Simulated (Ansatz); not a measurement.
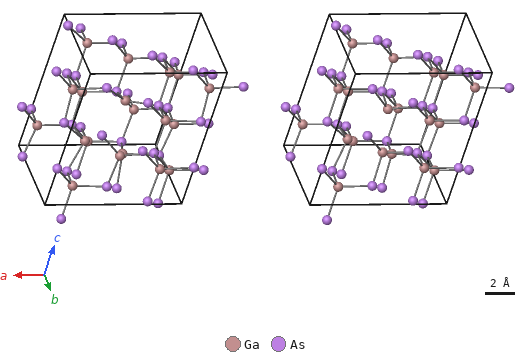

Two geometries of a defect cell of composition Ga16As15 (cell charge +1), drawn at one scale. One is the start of a relaxation, the other its converged end. The picture is a ball-and-stick view of the cell of the calculation (origin shifted), seen from a free direction.

Method: DFT PBEsol, scalar-relativistic, plane waves, PAW (Ansatz 0.2.0). Set-up: plane-wave cutoff 420 eV; k-point mesh 2 × 2 × 2; occupations gaussian; smearing width 0.02 eV; mesh shifted by (0.5, 0.5, 0.5); collinear spin; atoms relaxed in a fixed cell; force threshold 0.03 eV/Å; at most 40 steps.

Which one is relaxed?

Answer. The left one is the relaxed one. The atom that moves furthest is a Ga atom (0.63 Å along +c). By element the largest moves are Ga 0.63 Å, As 0.20 Å. The cell stays as it was. Near-neighbour distances that change, for instance: As–Ga 2.506 → 2.617 Å, As–Ga 2.518 → 2.413 Å, As–Ga 2.486 → 2.406 Å, As–Ga 2.533 → 2.496 Å. Among the angles between lasting bonds that change: Ga–As–Ga 114.3° → 97.7°, Ga–As–Ga 113.0° → 97.7°, Ga–As–Ga 114.5° → 99.5°. Over 11 accepted moves (12 points after the start) the energy falls by 0.233 eV per cell of the calculation. Largest force component: 0.31 eV/Å at the start, 0.019 eV/Å at the end. The line search rejected the trial step at point 9 of the run. The forces were under the threshold at step 2, but the run went on from there. The program noted that the starting moments weren't kept. Cost: 8.1 min on 8 threads of Arm Neoverse V2, on a shared host, peak memory 6.4 GiB.

Limits of the set-up: the cell is charged, on a uniform background, and energies carry no finite-size correction.
